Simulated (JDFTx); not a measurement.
**Run report: Ge, geometry relaxation (part 2 of 2)**

Continued. System: Ge (Fd-3m, 2 atoms in the cell). Method: Kohn-Sham DFT of a periodic cell, PBE with D2, PseudoDojo-SR-PBE-0.5-standard, no spin polarisation (JDFTx 1.7.0 (patched build)); cutoff 1061.24 eV, 8×8×8 k-mesh, fermi-dirac of 0.05 eV. The structure derives from an entry of the Crystallography Open Database.

Geometry of the input (Å; fractional positions):
```
0.0000  2.8289  2.8289
2.8289  0.0000  2.8289
2.8289  2.8289  0.0000
Ge 0.7500  0.7500  0.7500
Ge 0.5000  0.5000  0.5000
```

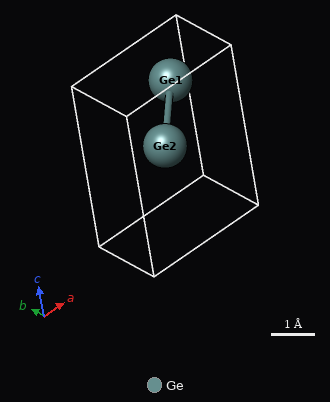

The geometry at step 2 of the log (ball-and-stick view of the cell of the calculation, seen slightly off an axis; atoms are numbered from 1 in the order of the input).

### Log, continued
```
-------- Electronic minimization -----------
Will mix electronic density at each iteration.
	FillingsUpdate:  mu: +0.353537065  nElectrons: 28.000000
	FillingsUpdate:  mu: +0.358393046  nElectrons: 28.000000
SCF: Cycle:  0   F: -159.852025407852040   dF: -4.449e-05   |Residual|: 8.324e-04   |deigs|: 1.470e-05
	FillingsUpdate:  mu: +0.358299532  nElectrons: 28.000000
SCF: Cycle:  1   F: -159.852025920361200   dF: -5.125e-07   |Residual|: 3.909e-04   |deigs|: 2.398e-04
	FillingsUpdate:  mu: +0.358212263  nElectrons: 28.000000
SCF: Cycle:  2   F: -159.852026105952177   dF: -1.856e-07   |Residual|: 1.748e-04   |deigs|: 2.082e-04
	FillingsUpdate:  mu: +0.358212828  nElectrons: 28.000000
SCF: Cycle:  3   F: -159.852026117129583   dF: -1.118e-08   |Residual|: 1.355e-04   |deigs|: 1.099e-05
	FillingsUpdate:  mu: +0.358199036  nElectrons: 28.000000
SCF: Cycle:  4   F: -159.852026119538863   dF: -2.409e-09   |Residual|: 6.432e-05   |deigs|: 1.148e-05
	FillingsUpdate:  mu: +0.358198218  nElectrons: 28.000000
SCF: Cycle:  5   F: -159.852026120267595   dF: -7.287e-10   |Residual|: 2.763e-05   |deigs|: 8.022e-06
	FillingsUpdate:  mu: +0.358196740  nElectrons: 28.000000
SCF: Cycle:  6   F: -159.852026120493861   dF: -2.263e-10   |Residual|: 2.282e-05   |deigs|: 7.416e-06
SCF: Converged (|Delta E|<1.000000e-09 for 2 iters).

Setting wave functions to eigenvectors of Hamiltonian
# Lattice vectors:
R =
[            0      5.33083      5.33083  ]
[      5.33083            0      5.33083  ]
[      5.33083      5.33083            0  ]
unit cell volume = 302.98

# Strain tensor in Cartesian coordinates:
[  -0.00281339            0            0  ]
[            0  -0.00281339            0  ]
[            0            0  -0.00281339  ]

# Stress tensor in Cartesian coordinates [Eh/a0^3]:
[ -6.14618e-07            0            0  ]
[            0 -6.14618e-07            0  ]
[            0            0 -6.14618e-07  ]

# Ionic positions in lattice coordinates:
ion Ge   0.750000000000000   0.750000000000000   0.750000000000000 1
ion Ge   0.500000000000000   0.500000000000000   0.500000000000000 1

# Forces in Cartesian coordinates:
force Ge   0.000000000000000   0.000000000000000  -0.000000000000000 1
force Ge   0.000000000000000  -0.000000000000000   0.000000000000000 1

# Energy components:
   Eewald =      -99.0289862458366485
       EH =       55.1915938847192891
     Eloc =     -131.0100205447229484
      Enl =      -94.2140265021970720
     EvdW =       -0.0252910395944476
      Exc =      -43.6644726008192308
 Exc_core =       18.8142554101328230
       KE =      134.0849453646044935
-------------------------------------
     Etot =     -159.8520022737137083
       TS =        0.0000238467801665
-------------------------------------
        F =     -159.8520261204938606

LatticeMinimize: Iter:   2  F: -159.852026120493861  |grad|_K:  4.789e-05  alpha:  1.000e+00  linmin:  1.000e+00

#--- Lowdin population analysis ---
# oxidation-state Ge +0.022 +0.022

-------- Electronic minimization -----------
Will mix electronic density at each iteration.
	FillingsUpdate:  mu: +0.358196740  nElectrons: 28.000000
	FillingsUpdate:  mu: +0.358022917  nElectrons: 28.000000
SCF: Cycle:  0   F: -159.852026120639380   dF: -1.528e-08   |Residual|: 2.048e-05   |deigs|: 4.063e-07
	FillingsUpdate:  mu: +0.358025354  nElectrons: 28.000000
SCF: Cycle:  1   F: -159.852026161985492   dF: -4.135e-08   |Residual|: 1.519e-05   |deigs|: 5.979e-06
	FillingsUpdate:  mu: +0.358030990  nElectrons: 28.000000
SCF: Cycle:  2   F: -159.852026162242794   dF: -2.573e-10   |Residual|: 8.933e-06   |deigs|: 1.253e-05
	FillingsUpdate:  mu: +0.358029279  nElectrons: 28.000000
SCF: Cycle:  3   F: -159.852026162333203   dF: -9.041e-11   |Residual|: 3.032e-06   |deigs|: 4.182e-06
SCF: Converged (|Delta E|<1.000000e-09 for 2 iters).

Setting wave functions to eigenvectors of Hamiltonian
# Lattice vectors:
R =
[            0      5.33129      5.33129  ]
[      5.33129            0      5.33129  ]
[      5.33129      5.33129            0  ]
unit cell volume = 303.059

# Strain tensor in Cartesian coordinates:
[   -0.0027262            0            0  ]
[            0   -0.0027262            0  ]
[            0            0   -0.0027262  ]

# Stress tensor in Cartesian coordinates [Eh/a0^3]:
[ -2.10306e-07            0            0  ]
[            0 -2.10306e-07            0  ]
[            0            0 -2.10306e-07  ]

# Ionic positions in lattice coordinates:
ion Ge   0.750000000000000   0.750000000000000   0.750000000000000 1
ion Ge   0.500000000000000   0.500000000000000   0.500000000000000 1

# Forces in Cartesian coordinates:
force Ge  -0.000000000000000  -0.000000000000000   0.000000000000000 1
force Ge   0.000000000000000  -0.000000000000000   0.000000000000000 1

# Energy components:
   Eewald =      -99.0203280112821602
       EH =       55.1967823685338459
     Eloc =     -131.0236866677627461
      Enl =      -94.2140823189230190
     EvdW =       -0.0252793197280475
      Exc =      -43.6643199475108759
 Exc_core =       18.8142554092161021
       KE =      134.0846562948039775
-------------------------------------
     Etot =     -159.8520021926529182
       TS =        0.0000239696802882
-------------------------------------
        F =     -159.8520261623332033

LatticeMinimize: Iter:   3  F: -159.852026162333203  |grad|_K:  1.639e-05  alpha:  1.000e+00  linmin: -1.000e+00

#--- Lowdin population analysis ---
# oxidation-state Ge +0.022 +0.022

-------- Electronic minimization -----------
Will mix electronic density at each iteration.
	FillingsUpdate:  mu: +0.358029279  nElectrons: 28.000000
	FillingsUpdate:  mu: +0.357945655  nElectrons: 28.000000
SCF: Cycle:  0   F: -159.852026154538237   dF: -2.423e-09   |Residual|: 9.734e-06   |deigs|: 1.453e-07
	FillingsUpdate:  mu: +0.357946811  nElectrons: 28.000000
SCF: Cycle:  1   F: -159.852026165447938   dF: -1.091e-08   |Residual|: 9.808e-06   |deigs|: 2.767e-06
	FillingsUpdate:  mu: +0.357947403  nElectrons: 28.000000
SCF: Cycle:  2   F: -159.852026165494578   dF: -4.664e-11   |Residual|: 7.059e-06   |deigs|: 1.544e-06
	FillingsUpdate:  mu: +0.357949381  nElectrons: 28.000000
SCF: Cycle:  3   F: -159.852026165550001   dF: -5.542e-11   |Residual|: 4.595e-06   |deigs|: 4.952e-06
SCF: Converged (|Delta E|<1.000000e-09 for 2 iters).

Setting wave functions to eigenvectors of Hamiltonian
# Lattice vectors:
R =
[            0      5.33152      5.33152  ]
[      5.33152            0      5.33152  ]
[      5.33152      5.33152            0  ]
unit cell volume = 303.097

# Strain tensor in Cartesian coordinates:
[  -0.00268418            0            0  ]
[            0  -0.00268418            0  ]
[            0            0  -0.00268418  ]

# Stress tensor in Cartesian coordinates [Eh/a0^3]:
[ -8.80696e-08            0            0  ]
[            0 -8.80696e-08            0  ]
[            0            0 -8.80696e-08  ]

# Ionic positions in lattice coordinates:
ion Ge   0.750000000000000   0.750000000000000   0.750000000000000 1
ion Ge   0.500000000000000   0.500000000000000   0.500000000000000 1

# Forces in Cartesian coordinates:
force Ge   0.000000000000000   0.000000000000000  -0.000000000000000 1
force Ge  -0.000000000000000   0.000000000000000   0.000000000000000 1

# Energy components:
   Eewald =      -99.0161561412022309
       EH =       55.1992966405235421
     Eloc =     -131.0302891855679945
      Enl =      -94.2141621434744110
     EvdW =       -0.0252736735706068
      Exc =      -43.6642516746275930
 Exc_core =       18.8142554084237759
       KE =      134.0845786327909082
-------------------------------------
     Etot =     -159.8520021367045842
       TS =        0.0000240288454211
-------------------------------------
        F =     -159.8520261655500008

LatticeMinimize: Iter:   4  F: -159.852026165550001  |grad|_K:  6.864e-06  alpha:  1.000e+00  linmin: -1.000e+00
LatticeMinimize: Converged (|Delta F|<1.000000e-06 for 2 iters).

#--- Lowdin population analysis ---
# oxidation-state Ge +0.022 +0.022

Dumping 'run.eigStats' ...
	eMin: -0.560720 at state 19 ( [ +0.000000 +0.375000 -0.375000 ] spin 0 )
	HOMO: +0.355401 at state 0 ( [ +0.000000 +0.000000 +0.000000 ] spin 0 )
	mu  : +0.357949
	LUMO: +0.359294 at state 0 ( [ +0.000000 +0.000000 +0.000000 ] spin 0 )
	eMax: +0.858191 at state 19 ( [ +0.000000 +0.375000 -0.375000 ] spin 0 )
	HOMO-LUMO gap: +0.003892
	Optical gap  : +0.003892 at state 0 ( [ +0.000000 +0.000000 +0.000000 ] spin 0 )
Done!
```

### Trajectory as extended XYZ (Å, eV, eV/Å), 5 frames, from step=0 to step=4
```
2
Lattice="0.0000 2.8289 2.8289 2.8289 0.0000 2.8289 2.8289 2.8289 0.0000" Properties=species:S:1:pos:R:3:forces:R:3 step=0 energy=-4349.79462
Ge    4.2434    4.2434    4.2434    0.0000   0.0000   0.0000
Ge    2.8289    2.8289    2.8289    0.0000   0.0000   0.0000
2
Lattice="0.0000 2.8279 2.8279 2.8279 0.0000 2.8279 2.8279 2.8279 0.0000" Properties=species:S:1:pos:R:3:forces:R:3 step=1 energy=-4349.79477
Ge    4.2418    4.2418    4.2418    0.0000   0.0000   0.0000
Ge    2.8279    2.8279    2.8279    0.0000   0.0000   0.0000
2
Lattice="0.0000 2.8210 2.8210 2.8210 0.0000 2.8210 2.8210 2.8210 0.0000" Properties=species:S:1:pos:R:3:forces:R:3 step=2 energy=-4349.79522
Ge    4.2314    4.2314    4.2314    0.0000   0.0000   0.0000
Ge    2.8210    2.8210    2.8210    0.0000   0.0000   0.0000
2
Lattice="0.0000 2.8212 2.8212 2.8212 0.0000 2.8212 2.8212 2.8212 0.0000" Properties=species:S:1:pos:R:3:forces:R:3 step=3 energy=-4349.79523
Ge    4.2318    4.2318    4.2318    0.0000   0.0000   0.0000
Ge    2.8212    2.8212    2.8212    0.0000   0.0000   0.0000
2
Lattice="0.0000 2.8213 2.8213 2.8213 0.0000 2.8213 2.8213 2.8213 0.0000" Properties=species:S:1:pos:R:3:forces:R:3 step=4 energy=-4349.79523
Ge    4.2320    4.2320    4.2320    0.0000   0.0000   0.0000
Ge    2.8213    2.8213    2.8213    0.0000   0.0000   0.0000
```

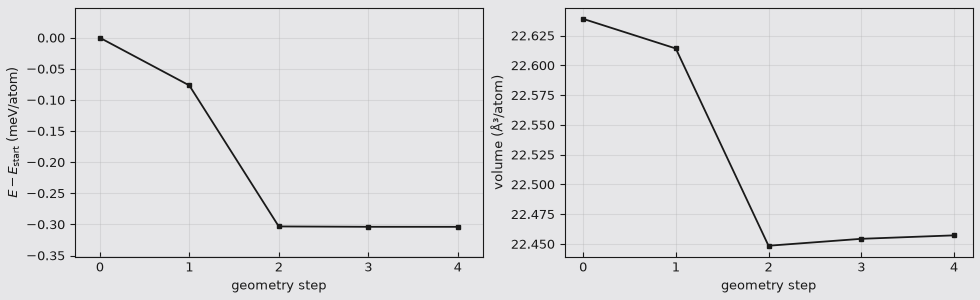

Progress of the relaxation, step by step (steps are counted from 0). The energy falls by 0.3 meV per atom in 4 geometry steps. All forces vanish by symmetry, so only the cell relaxes. No atom moves by more than 0.005 Å relative to the cell. The volume changes by −0.8 %, with a = b = c 5.658 → 5.643 Å (−0.3 %). Distances before and after: Ge1–Ge2 2.450 → 2.443 Å. The space group stays Fd-3m (No. 227). (Atoms are counted from 1 in the order of the input.)

### Summary

- outcome: converged
- space group (tolerance 0.01 Å): Fd-3m (227)
- electrons treated: 28
- free energy: −4349.7952 eV
- Fermi energy: 9.740 eV
- gap on the k-point mesh: 0.11 eV
- pressure: 0.00 GPa
- final volume: 44.91 Å³
- largest force (length of the vector) at the end: under 0.001 eV/Å
- final cell: a = 3.990 Å, b = 3.990 Å, c = 3.990 Å, α = 60.00°, β = 60.00°, γ = 60.00°
- hardware: 1 thread of Arm Neoverse V2, 24 GiB of memory available, shared host
- wall time: 4.6 min
- peak memory: 0.16 GiB
